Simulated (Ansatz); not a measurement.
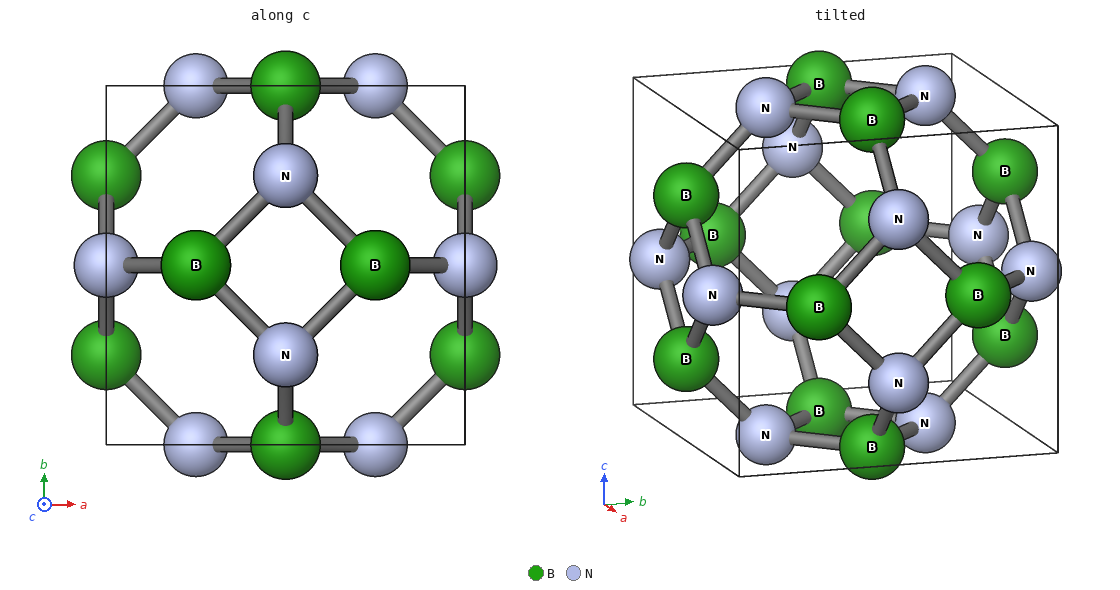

This ball-and-stick model is shown along the c axis and slightly off an axis. The conventional unit cell is outlined; an atom on or near a face, edge or corner is repeated at each equivalent position.

BN, space group Pm-3n (No. 223), a = 4.44 Å, b = 4.44 Å, c = 4.44 Å, α = 90.00°, β = 90.00°, γ = 90.00°.

Theory: DFT PBE, scalar-relativistic, plane waves, PAW (Ansatz). Numerical settings: a 420 eV plane-wave basis, k-grid 6×6×6, Gaussian smearing of 0.02 eV, no spin polarisation.

> Classify it as metallic or gapped, with the value.

An insulator at this level, with a gap of 4.63 eV on the k-mesh (the true edges may lie between mesh points, so the gap can be somewhat smaller).

Source of the structure: a structure type filled with these elements by a generator (whether the compound takes this form wasn't checked). Relaxation method: DFT PBE, scalar-relativistic, plane waves, PAW (Ansatz 0.2.0).
